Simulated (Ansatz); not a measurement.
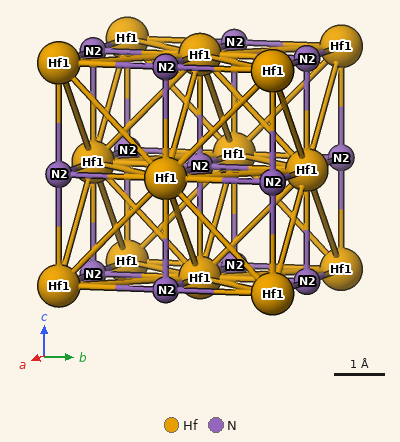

**Figure 1.** The structure as given in the input (ball-and-stick view of the cell 4 times as large as that of the calculation, set on its symmetry axes, seen slightly off an axis; atoms are numbered from 1 in the order of the input).

# Run report: HfN, geometry relaxation

The run: geometry relaxation of HfN (Fm-3m, 2 atoms in the cell). Method and program: DFT r2SCAN, scalar-relativistic, plane waves, PAW, no spin polarisation (Ansatz 0.2.0).

The structure derives from a Materials Project entry. Figures and captions count atoms from 1; the log counts them from 0 in places.

The input:
```yaml
crystal:
  lattice:
    - [0.0, 2.2558601243, 2.2558601243]
    - [2.2558601243, 0.0, 2.2558601243]
    - [2.2558601243, 2.2558601243, 0.0]
  atoms:
    - { symbol: Hf, position: [0.0, 0.0, 0.0] }
    - { symbol: "N", position: [0.5, 0.5, 0.5] }
basis:
  ecutwfc: 500
kpoints:
  mp_grid: { grid: [16, 16, 16] }
hamiltonian:
  xc: r2scan
scf:
  occupations: { method: gaussian, width: 0.1 }
output:
  forces: true
  stress: true
  eigenvalues: true
  write_density: true
  write_potential: true
  elf: true
  volumetric_format: npy
relax:
  adjacent_minimum: "off"
  f_tol: 0.005
  max_steps: 80
  cell: { stress_tol: 0.05 }
```

Machine: 1 thread of Oxide Virtual Turin-like (Zen 5), 32 GiB of memory available, shared host.

Launched with:
```bash
ansatz run input.yaml --threads 1 --pin off --max-ram 2560MiB --backend cpu --events-out ev --progress --plain --runs-dir out
```

Log:
```
Engine: ansatz 0.2.0, x86_64-unknown-linux-gnu
Pseudopotentials: kind: paw
Pseudopotential: Hf, paw, valence charge 26, recommended cutoff 500 eV (meta_gga), Hf.paw.azcp
Pseudopotential: N, paw, valence charge 5, recommended cutoff 500 eV (meta_gga), N.paw.azcp
Functional definition: r2SCAN
  parameter k0 = 0.174
  parameter k1 = 0.065
  parameter a1 = 4.9479
  exchange = r2scan_x(k0 = k0, k1 = k1, a1 = a1)
  correlation = r2scan_c
Crystal: 2 atoms, lattice volume = 22.960 Å³
Basis set: ecut = 500 eV, 561 PW (Γ), exchange–correlation on 96×96×96 points (64 copies of the dense FFT grid, shifted against one another)
Bands: 20, of which v1, the nominal top of the filled ones, is band 16 counted from 1 (15 counted from 0)
Symmetry: 48 space group operations
Space group: Fm-3m (ITA 225), of the structure as read, at distance tolerance 2.8e-5 Å
k-points: 145 of 4096
Non-local potential: Hf, projectors of the file, l = 0: 3, l = 1: 2, l = 2: 2, l = 3: 3
Non-local potential: N, projectors of the file, l = 0: 2, l = 1: 2, l = 2: 1
PAW form: soft (Blöchl's): semilocal exchange-correlation on the pseudo side does not see the compensation charge
PAW frozen core: Hf, regenerated for the run's functional (the file was generated under x = pbe(κ = 0.804, μ = 0.2195149727645171), c = pbe(β = 0.06672455060314922))
PAW frozen core: N, regenerated for the run's functional (the file was generated under x = pbe(κ = 0.804, μ = 0.2195149727645171), c = pbe(β = 0.06672455060314922))
PAW one-centre angular grid: Hf, 974 points (default); XC on 160 Gauss nodes
PAW one-centre angular grid: N, 302 points (default); XC on 160 Gauss nodes
Initial density: superposition of atomic densities (neutral atoms: chi_scale 0, normalization atom), corrected by the library's trained network
Initial wavefunctions: pseudopotential atomic-orbital guess
Functional: x = r2scan, c = r2scan; τ floored in thin density (d = 2e-4 eV/Å³)
SCF iter   1: F=—  HF=-16121.579970 eV  |F-HF|=—  |Δ(HF+E_count)|=         —  Δρ=1.15e-2  dr2=2.64e-2  dr2_τ=1.41e-1  ethr=1.77e-3  ⟨swp⟩=4.4  Hψ=11450  notcnv=0
preconditioner: auto → Kerker (q_TF=auto, 2.868 Å⁻¹)  [metal: Δε(μ)=0.018 eV  Ē_g=20.037 eV  σ=0.100 eV  W_gap=0.10  n_scr=14 (ndim 8)  ℏωp=41.7 eV  f_vac=0.000  D(μ)=0.56/eV (n_scr^D=0)]
SCF iter   2: F=—  HF=-16121.636024 eV  |F-HF|=—  |Δ(HF+E_count)|=   5.61e-2  Δρ=7.59e-3  dr2=1.48e-2  dr2_τ=8.23e-4  ethr=8.52e-5  ⟨swp⟩=2.0  Hψ=6905  notcnv=0  defer=54
SCF iter   3: F=—  HF=-16121.634146 eV  |F-HF|=—  |Δ(HF+E_count)|=   1.88e-3  Δρ=4.83e-3  dr2=4.26e-3  dr2_τ=3.21e-4  ethr=4.78e-5  ⟨swp⟩=2.4  Hψ=4450  notcnv=0  defer=54
SCF iter   4: F=—  HF=-16121.634286 eV  |F-HF|=—  |Δ(HF+E_count)|=   1.40e-4  Δρ=1.82e-3  dr2=7.17e-4  dr2_τ=3.25e-5  ethr=1.37e-5  ⟨swp⟩=1.5  Hψ=3913  notcnv=0  defer=54
SCF iter   5: F=—  HF=-16121.634351 eV  |F-HF|=—  |Δ(HF+E_count)|=   6.55e-5  Δρ=3.63e-4  dr2=2.58e-5  dr2_τ=9.34e-7  ethr=2.31e-6  ⟨swp⟩=2.0  Hψ=4425  notcnv=0  defer=54
SCF iter   6: F=—  HF=-16121.634375 eV  |F-HF|=—  |Δ(HF+E_count)|=   2.38e-5  Δρ=8.70e-5  dr2=1.86e-6  dr2_τ=2.59e-8  ethr=8.32e-8  ⟨swp⟩=2.0  Hψ=4659  notcnv=0  defer=54
SCF iter   7: F=—  HF=-16121.634377 eV  |F-HF|=—  |Δ(HF+E_count)|=   2.19e-6  Δρ=3.79e-5  dr2=3.51e-7  dr2_τ=2.43e-8  ethr=5.99e-9  ⟨swp⟩=2.0  Hψ=5110  notcnv=0  defer=54
SCF iter   8: F=-16121.634377 eV  HF=-16121.634377 eV  |F-HF|=3.78e-9  |Δ(HF+E_count)|=   6.65e-9  Δρ=6.58e-6  dr2=8.28e-9  dr2_τ=1.92e-9  ethr=3.23e-10  ⟨swp⟩=9.9  Hψ=19445  notcnv=0
the search or the solves at the SCF's close seem to have found levels that the self-consistency loop had missed (the run counts 1). By its estimate they hold under 1e-12 electrons; where the run keeps them, the occupations were computed again with them
SCF 1 converged in 8 iterations: F = -16121.634377 eV  dr2 = 8.28e-9
  greatest PAW one-centre occupation: 0.998 electrons in one spin orbital (limit 2), on the Hf atom at site 0 (counted from 0), in its partial waves of l = 3
relax step   1: F+E_penalty+E_count = -16121.63437722 eV  Δ(F+E_penalty+E_count) = +0.000e0 eV  max|allowed force component| = 1.029e-29 eV/Å  Δτ_max = 0.0000 Å  P = +2.605 GPa  Ω = 22.960 Å³  (8 SCF iters, dr2 threshold 1.00e-7 eV, accepted)
Crystal: 2 atoms, lattice volume = 23.282 Å³
Basis set: ecut = 500 eV, 609 PW (Γ), exchange–correlation on 96×96×96 points (64 copies of the dense FFT grid, shifted against one another)
Initial density: handed on by an earlier stage of this run
Initial wavefunctions: those handed on with the density
iter 1 solved again at ethr=9.32e-7 eV; its pass at ethr=3.10e-3 eV (dr2=2.89e-4 eV) is discarded
SCF iter   1: F=—  HF=-16121.630597 eV  |F-HF|=—  |Δ(HF+E_count)|=         —  Δρ=1.18e-3  dr2=2.43e-4  dr2_τ=4.14e-3  ethr=9.32e-7  ⟨swp⟩=2.0  Hψ=15048  notcnv=0
preconditioner: auto → Kerker (q_TF=auto, 2.862 Å⁻¹)  [metal: Δε(μ)=0.008 eV  Ē_g=19.803 eV  σ=0.100 eV  W_gap=0.05  n_scr=14 (ndim 8)  ℏωp=41.4 eV  f_vac=0.000  D(μ)=0.59/eV (n_scr^D=0)]
SCF iter   2: F=—  HF=-16121.635509 eV  |F-HF|=—  |Δ(HF+E_count)|=   4.91e-3  Δρ=1.01e-3  dr2=2.58e-4  dr2_τ=7.18e-6  ethr=7.85e-7  ⟨swp⟩=2.0  Hψ=5166  notcnv=0
SCF iter   3: F=—  HF=-16121.635471 eV  |F-HF|=—  |Δ(HF+E_count)|=   3.79e-5  Δρ=3.39e-4  dr2=2.04e-5  dr2_τ=9.98e-6  ethr=7.85e-7  ⟨swp⟩=2.0  Hψ=4506  notcnv=0
SCF iter   4: F=—  HF=-16121.635481 eV  |F-HF|=—  |Δ(HF+E_count)|=   9.85e-6  Δρ=3.19e-4  dr2=2.77e-5  dr2_τ=1.79e-6  ethr=6.58e-8  ⟨swp⟩=2.0  Hψ=4550  notcnv=0
SCF iter   5: F=—  HF=-16121.635480 eV  |F-HF|=—  |Δ(HF+E_count)|=   7.04e-7  Δρ=9.54e-5  dr2=2.31e-6  dr2_τ=1.21e-7  ethr=6.58e-8  ⟨swp⟩=2.0  Hψ=4561  notcnv=0
SCF iter   6: F=—  HF=-16121.635480 eV  |F-HF|=—  |Δ(HF+E_count)|=   7.66e-8  Δρ=1.05e-4  dr2=3.10e-6  dr2_τ=1.93e-7  ethr=7.44e-9  ⟨swp⟩=2.0  Hψ=4664  notcnv=0
SCF iter   7: F=-16121.635480 eV  HF=-16121.635480 eV  |F-HF|=2.31e-8  |Δ(HF+E_count)|=   6.00e-8  Δρ=1.91e-5  dr2=9.80e-8  dr2_τ=3.27e-9  ethr=6.45e-10  ⟨swp⟩=6.8  Hψ=19598  notcnv=0
SCF 2 converged in 7 iterations: F = -16121.635480 eV  dr2 = 9.80e-8
relax step   2: F+E_penalty+E_count = -16121.63547993 eV  Δ(F+E_penalty+E_count) = -1.103e-3 eV  max|allowed force component| = 3.188e-30 eV/Å  Δτ_max = 0.0000 Å  P = -1.365 GPa  Ω = 23.282 Å³  energy of the carried Pulay correction = -9.636e-5 eV  (7 SCF iters, dr2 threshold 2.00e-7 eV, accepted)
Crystal: 2 atoms, lattice volume = 23.170 Å³
iter 1 solved again at ethr=9.58e-8 eV; its pass at ethr=3.10e-3 eV (dr2=2.97e-5 eV) is discarded
SCF iter   1: F=—  HF=-16121.635404 eV  |F-HF|=—  |Δ(HF+E_count)|=         —  Δρ=3.92e-4  dr2=2.54e-5  dr2_τ=4.88e-4  ethr=9.58e-8  ⟨swp⟩=2.0  Hψ=14816  notcnv=0
preconditioner: auto → Kerker (q_TF=auto, 2.864 Å⁻¹)  [metal: Δε(μ)=0.011 eV  Ē_g=19.816 eV  σ=0.100 eV  W_gap=0.06  n_scr=14 (ndim 8)  ℏωp=41.5 eV  f_vac=0.000  D(μ)=0.58/eV (n_scr^D=0)]
SCF iter   2: F=—  HF=-16121.636002 eV  |F-HF|=—  |Δ(HF+E_count)|=   5.98e-4  Δρ=3.38e-4  dr2=2.85e-5  dr2_τ=8.67e-7  ethr=8.20e-8  ⟨swp⟩=2.0  Hψ=5166  notcnv=0
SCF iter   3: F=—  HF=-16121.635998 eV  |F-HF|=—  |Δ(HF+E_count)|=   4.56e-6  Δρ=1.15e-4  dr2=2.57e-6  dr2_τ=9.28e-7  ethr=8.20e-8  ⟨swp⟩=2.0  Hψ=4478  notcnv=0
SCF iter   4: F=—  HF=-16121.635999 eV  |F-HF|=—  |Δ(HF+E_count)|=   1.55e-6  Δρ=1.05e-4  dr2=2.93e-6  dr2_τ=1.90e-7  ethr=8.30e-9  ⟨swp⟩=2.1  Hψ=4455  notcnv=0
SCF iter   5: F=—  HF=-16121.635999 eV  |F-HF|=—  |Δ(HF+E_count)|=   6.23e-8  Δρ=2.87e-5  dr2=2.05e-7  dr2_τ=9.76e-9  ethr=8.30e-9  ⟨swp⟩=2.0  Hψ=4551  notcnv=0
SCF iter   6: F=—  HF=-16121.635999 eV  |F-HF|=—  |Δ(HF+E_count)|=   6.93e-8  Δρ=3.87e-5  dr2=4.22e-7  dr2_τ=2.66e-8  ethr=6.45e-10  ⟨swp⟩=8.1  Hψ=17891  notcnv=0
SCF iter   7: F=-16121.635999 eV  HF=-16121.635999 eV  |F-HF|=1.62e-8  |Δ(HF+E_count)|=   2.22e-8  Δρ=1.10e-5  dr2=3.56e-8  dr2_τ=1.66e-9  ethr=6.45e-10  ⟨swp⟩=6.1  Hψ=18500  notcnv=0
SCF 3 converged in 7 iterations: F = -16121.635999 eV  dr2 = 3.56e-8
relax step   3: F+E_penalty+E_count = -16121.63599920 eV  Δ(F+E_penalty+E_count) = -5.193e-4 eV  max|allowed force component| = 2.547e-30 eV/Å  Δτ_max = 0.0000 Å  P = -0.020 GPa  Ω = 23.170 Å³  energy of the carried Pulay correction = -6.307e-5 eV  (7 SCF iters, dr2 threshold 2.00e-7 eV, accepted)
Initial wavefunctions: pseudopotential atomic-orbital guess (no wavefunctions were taken with the density)
iter 1 solved again at ethr=6.87e-9 eV; its pass at ethr=3.10e-3 eV (dr2=2.13e-6 eV) is discarded
SCF iter   1: F=—  HF=-16121.636063 eV  |F-HF|=—  |Δ(HF+E_count)|=         —  Δρ=2.96e-5  dr2=4.79e-8  dr2_τ=2.55e-8  ethr=6.87e-9  ⟨swp⟩=3.1  Hψ=20697  notcnv=0
preconditioner: auto → Kerker (q_TF=auto, 2.864 Å⁻¹)  [metal: Δε(μ)=0.010 eV  Ē_g=19.819 eV  σ=0.100 eV  W_gap=0.06  n_scr=14 (ndim 8)  ℏωp=41.5 eV  f_vac=0.000  D(μ)=0.59/eV (n_scr^D=0)]
SCF iter   2: F=—  HF=-16121.636063 eV  |F-HF|=—  |Δ(HF+E_count)|=   3.68e-7  Δρ=1.54e-5  dr2=1.17e-8  dr2_τ=1.04e-8  ethr=1.54e-10  ⟨swp⟩=2.0  Hψ=3988  notcnv=0
SCF iter   3: F=—  HF=-16121.636063 eV  |F-HF|=—  |Δ(HF+E_count)|=   1.65e-7  Δρ=2.43e-6  dr2=1.03e-9  dr2_τ=1.32e-10  ethr=3.76e-11  ⟨swp⟩=2.0  Hψ=4655  notcnv=0
SCF iter   4: F=—  HF=-16121.636063 eV  |F-HF|=—  |Δ(HF+E_count)|=  9.00e-10  Δρ=1.06e-6  dr2=2.02e-10  dr2_τ=2.77e-11  ethr=3.31e-12  ⟨swp⟩=2.0  Hψ=4987  notcnv=0
SCF iter   5: F=—  HF=-16121.636063 eV  |F-HF|=—  |Δ(HF+E_count)|=  1.82e-12  Δρ=8.39e-7  dr2=6.57e-11  dr2_τ=2.64e-11  ethr=1.00e-12  ⟨swp⟩=2.0  Hψ=4511  notcnv=0
SCF iter   6: F=-16121.636063 eV  HF=-16121.636063 eV  |F-HF|=3.64e-12  |Δ(HF+E_count)|=  4.77e-10  Δρ=1.71e-7  dr2=4.77e-12  dr2_τ=5.11e-13  ethr=1.00e-12  ⟨swp⟩=4.9  Hψ=13862  notcnv=0
SCF 4 converged in 6 iterations: F = -16121.636063 eV  dr2 = 4.77e-12
relax step   4: F+E_penalty+E_count = -16121.63606333 eV  Δ(F+E_penalty+E_count) = -6.413e-5 eV  max|allowed force component| = 2.777e-30 eV/Å  Δτ_max = 0.0000 Å  P = -0.021 GPa  Ω = 23.170 Å³  stress off target by 2.13e-2 GPa  SCF on the basis re-selected at this cell (its energy is not comparable with the rows above)  (6 SCF iters)
```

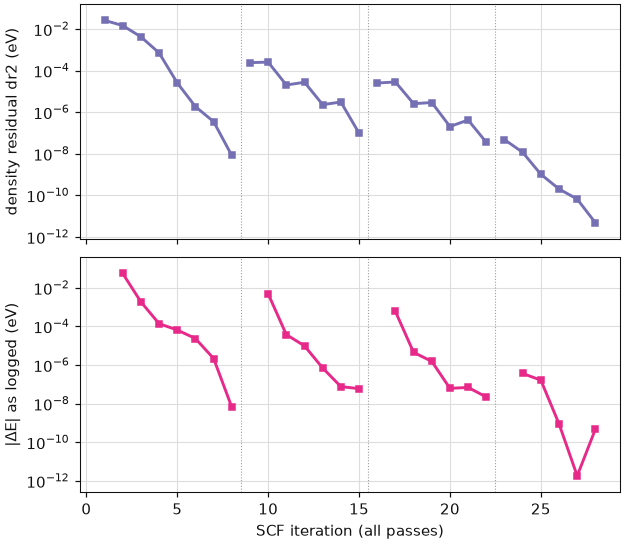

**Figure 2.** Convergence of the self-consistent field: density residual dr2 and size of the energy change against the SCF iteration. The dotted lines part the SCF passes of the relaxation: geometry steps, rejected trials and re-solves on a re-selected basis. The passes take 8, 7, 7 and 6 iterations.

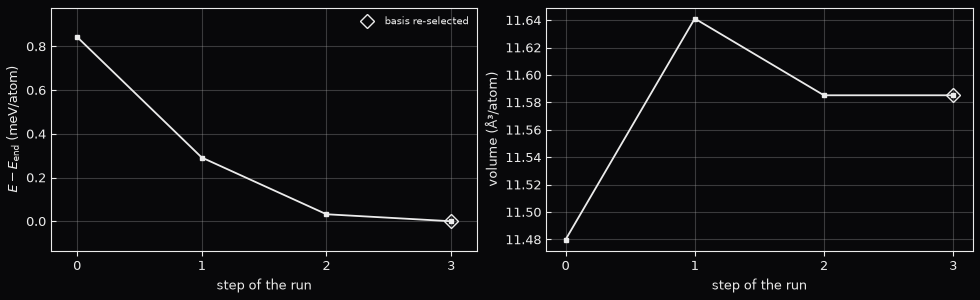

**Figure 3.** Progress of the relaxation, step by step (the first geometry is step 0 here and step 1 in the log). No atom moves by more than 0.005 Å relative to the cell. Cell: a = b = c 4.512 → 4.525 Å (+0.3 %). Volume +0.9 %. Among the contacts that change: Hf1–Hf1 3.190 → 3.200 Å, Hf1–N2 2.256 → 2.263 Å. The space group stays Fm-3m (No. 225). Over 2 geometry steps the energy falls by 0.8 meV per atom. All forces vanish by symmetry, so only the cell relaxes. The pressure goes from 2.60 to −0.02 GPa. A last SCF at the same geometry on a re-selected plane-wave basis shifts the energy by next to nothing (0.0 meV per atom). (Atoms are counted from 1 in the order of the input.)

```
basis re-selected at this cell: Δ(F+E_penalty+E_count) = -6.413e-5 eV, ΔP = -0.001 GPa vs the last step (what re-selecting the basis moved, of the pressure what is left beyond the Pulay correction that the steps carried, after the strain that the cell walked since its last selection, with what the two solves' SCF thresholds leave and, on support functions, any second-order correction that the steps lacked; it is no measure of the basis error at this ecutwfc). This SCF's stress stands 2.13e-2 GPa from its target on what of the cell is left free (relax.cell.stress_tol is 5.00e-2 GPa) and its largest allowed force component is 2.78e-30 eV/Å (relax.f_tol is 5.00e-3 eV/Å): within both
SCF converged after 6 iterations
Free energy (F): -16121.636063 eV
Harris-Foulkes:  -16121.636063 eV  (|F-HF|=3.64e-12)
Internal energy: -16121.633137 eV  (E = F + TS)
E sigma→0 (E₀):  -16121.634600 eV
Entropy (-TS):   -0.002927 eV (-1.463 meV/atom)
Fermi energy:    23.923677 eV
--- Per-component energies (eV) ---
  E_band       = 159.217378
  E_kinetic    = 557.970214
  E_local      = -4737.032754  (includes V_loc(G=0)·N_el)
  E_nonlocal   = -1203.306739
  E_hartree    = 2250.096099
  E_xc         = -344.758419
  E_vxc        = -380.119046  (∫ρ·V_xc dr)
  E_paw        = -7080.820068  (= ΣΔE_a)
  E_vpaw       = 1402.313000  (= ΣTr[D̂ρ^β])
  E_aug_tail   = 0.000016  (compensation charges beyond the density's cutoff)
  E_vtau       = 19.200550  (kinetic-family band-sum trace: ∫τ·v_τ [+ j·A + Jᵃ·Aᵃ] dr)
  E_ewald      = -5564.073444
  E_core_change = 0.291957  (= ΣΔE_core)
  E_smearing   = -0.002927  (= −TS)
  E_closure    = -0.000000  (closes the sum)
  Σ components = -16121.636063   (vs F -16121.636063, Δ=0.00e0)
--- Forces (eV/Å), atoms counted from 1 ---
  atom   1  Hf    -0.00000000    -0.00000000     0.00000000
  atom   2  N      0.00000000    -0.00000000    -0.00000000
  max |Σ_I F_I| component: 3.91e-30 eV/Å
--- Stress (GPa, compression-positive) ---
       -0.021337      -0.000000      -0.000000
       -0.000000      -0.021337      -0.000000
       -0.000000       0.000000      -0.021337
  P = ⅓ Tr σ = -0.0213 GPa (-0.213 kbar)
--- Band table (eV; the first three rows and the last of 145) ---
  k-point 0: bands = ["-40.8398", "-8.5825", "-8.5825", "-8.5825", "5.2386", "10.7465", "10.7465", "10.7465", "10.7838", "10.8843", "10.8843", "10.8843", "20.5944", "20.5944", "20.5944", "23.5628", "23.5628", "23.5628", "25.8980", "25.9293"]
  k-point 1: bands = ["-40.8374", "-8.6227", "-8.5856", "-8.5856", "5.3262", "10.7476", "10.7500", "10.7500", "10.7858", "10.8816", "10.8816", "10.8845", "20.1939", "20.3568", "20.3568", "23.6768", "23.6997", "23.6997", "26.1917", "26.2363"]
  k-point 2: bands = ["-40.8307", "-8.7353", "-8.5945", "-8.5945", "5.5770", "10.7518", "10.7601", "10.7601", "10.7915", "10.8738", "10.8738", "10.8848", "19.2796", "19.7980", "19.7980", "23.8845", "24.0618", "24.0618", "26.9461", "27.0404"]
  k-point 144: bands = ["-40.7572", "-9.1276", "-9.1276", "-8.9266", "6.8436", "10.8017", "10.8146", "10.8146", "10.8388", "10.8388", "10.8609", "10.8993", "17.3676", "18.0029", "18.0029", "25.0572", "25.0572", "29.4347", "29.5010", "30.2882"]
--- Relaxed structure (3 steps of the walk, 3 accepted, 1 SCFs on fresh bases) ---
  F+E_penalty+E_count = -16121.63606333 eV   max|allowed force component| = 2.777e-30 eV/Å   (the final SCF, on the basis selected at the relaxed cell)
  cell:  # Å, volume = 23.1703 Å³
    - [1.910764512335846e-34, 2.2627375552316864, 2.2627375552316864]
    - [2.2627375552316864, 4.2036819271388605e-34, 2.2627375552316864]
    - [2.2627375552316864, 2.2627375552316864, 7.897826650988163e-34]
  atoms:
    - { symbol: Hf, position: [1.1116475063091867e-36, -2.8902835163993268e-36, -3.334942518923164e-36] }
    - { symbol: N, position: [0.5, 0.5, 0.5] }
```

Trajectory as extended XYZ (Å, eV, eV/Å), 4 frames, from step=1 to step=4:
```
2
Lattice="0.0000 2.2559 2.2559 2.2559 0.0000 2.2559 2.2559 2.2559 0.0000" Properties=species:S:1:pos:R:3:forces:R:3 step=1 energy=-16121.63438 pressure_GPa=2.60
Hf    0.0000    0.0000    0.0000    0.0000   0.0000   0.0000
N     2.2559    2.2559    2.2559    0.0000   0.0000   0.0000
2
Lattice="0.0000 2.2664 2.2664 2.2664 0.0000 2.2664 2.2664 2.2664 0.0000" Properties=species:S:1:pos:R:3:forces:R:3 step=2 energy=-16121.63548 pressure_GPa=-1.37
Hf    0.0000    0.0000    0.0000    0.0000   0.0000   0.0000
N     2.2664    2.2664    2.2664    0.0000   0.0000   0.0000
2
Lattice="0.0000 2.2627 2.2627 2.2627 0.0000 2.2627 2.2627 2.2627 0.0000" Properties=species:S:1:pos:R:3:forces:R:3 step=3 energy=-16121.63600 pressure_GPa=-0.02
Hf    0.0000    0.0000    0.0000    0.0000   0.0000   0.0000
N     2.2627    2.2627    2.2627    0.0000   0.0000   0.0000
2
Lattice="0.0000 2.2627 2.2627 2.2627 0.0000 2.2627 2.2627 2.2627 0.0000" Properties=species:S:1:pos:R:3:forces:R:3 step=4 energy=-16121.63606 pressure_GPa=-0.02
Hf    0.0000    0.0000    0.0000    0.0000   0.0000   0.0000
N     2.2627    2.2627    2.2627    0.0000   0.0000   0.0000
```

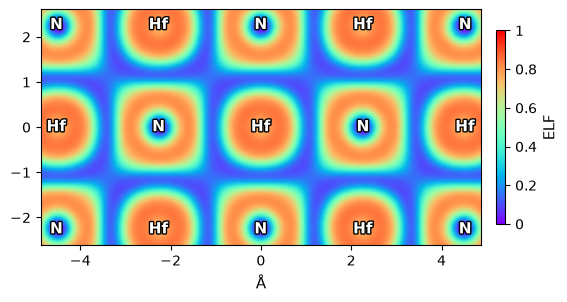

**Figure 4.** ELF on the (001) plane of the conventional cell. The section cuts through Hf and N sites. Hf–N (2.26 Å): the ELF is about 0.15 at the midpoint (no shared pair; the contact is polar). Hf–Hf (3.20 Å): the ELF is about 0.15 at the midpoint; no shared electron pair. The strong features right at Hf lie inside the PAW spheres (semicore, d or f shells) and say nothing about bonding. The fields are those of the smooth PAW valence density.

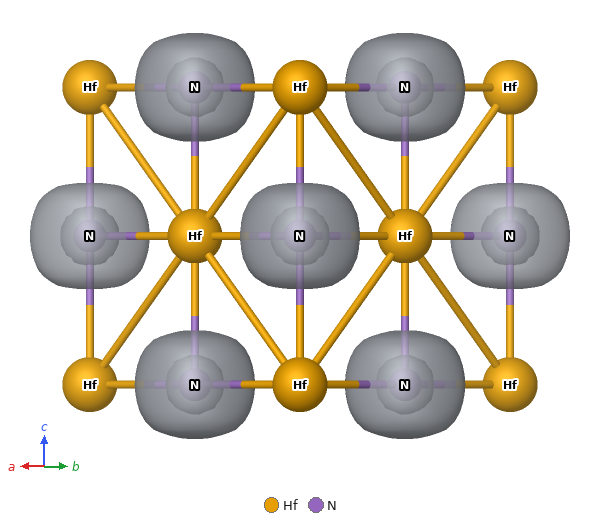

**Figure 5.** Isosurface of the electron localisation function at 0.7 (grey), seen along [110]. Core shells and regions of very low density are left out. Sticks mark near contacts. The outline is the cell set on symmetry axes. Values along the shortest contacts: Hf–N (2.26 Å): the ELF is about 0.15 at the midpoint; a polar contact without a shared pair, in a metal. Hf–Hf (3.20 Å): the ELF is about 0.15 at the midpoint (no shared electron pair).

Summary:

- outcome: converged
- space group (tolerance 0.01 Å): Fm-3m (225)
- electrons treated: 31
- free energy: −16121.6361 eV
- Fermi energy: 23.924 eV
- gap on the k-point mesh: none (metallic)
- pressure: −0.02 GPa
- final volume: 23.17 Å³
- largest force (length of the vector) at the end: under 0.001 eV/Å
- final cell: a = 3.200 Å, b = 3.200 Å, c = 3.200 Å, α = 60.00°, β = 60.00°, γ = 60.00°
- wall time: 17 s
- peak memory: 0.5 GiB

Remarks:

Spin–orbit coupling is left out, which matters for Hf. The cell holds an odd number of electrons but the run has no spin polarisation, so it comes out as a metal.
